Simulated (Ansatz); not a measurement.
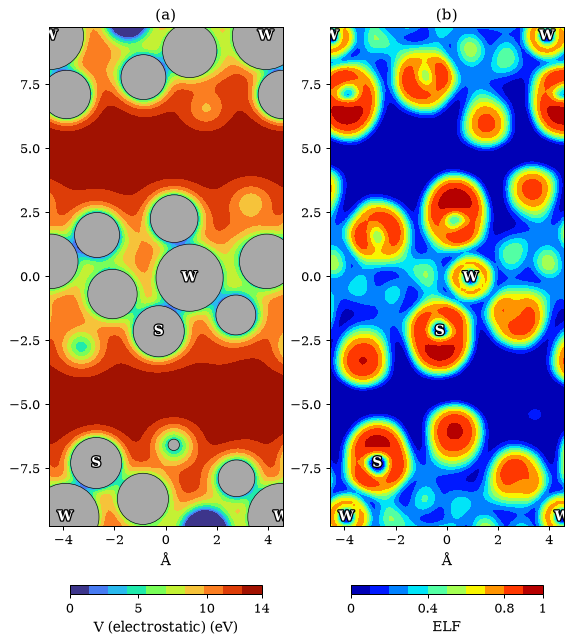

W22S43 (cell charge −1, with a compensating background) (cell with a defect). (a) electrostatic potential energy of an electron; (b) ELF on the (011) plane of the calculation cell. Grey discs cover the atomic cores in the potential map.

Spin-polarised.

Theory: Ansatz, DFT PBE, scalar-relativistic, plane waves, PAW.

W22S43 (cell charge −1, with a compensating background) (cell with a defect), 65 atoms, a = 8.43 Å, b = 11.49 Å, c = 14.87 Å, α = 90.00°, β = 90.00°, γ = 93.00°.

> What does the map show?

The section cuts through W and S sites.
Atoms just off the plane (W, 0.8 Å away and S, 0.3 Å away) can leave unmarked features too.
W–S (2.42 Å): the ELF peaks at about 0.85 in the valence shell of S, 0.8 Å from its nucleus, and is about 0.50 at the midpoint.
W–S (2.42 Å): the ELF peaks at about 0.85 in the valence shell of S, 0.8 Å from its nucleus, and is about 0.50 at the midpoint.
The features right at W lie inside the PAW spheres, where the map follows smoothed inner orbitals and isn't to be read closely.
Outside the cores the potential energy rises away from the atoms and is highest about 2.2 Å from the nearest atoms; its zero is arbitrary.
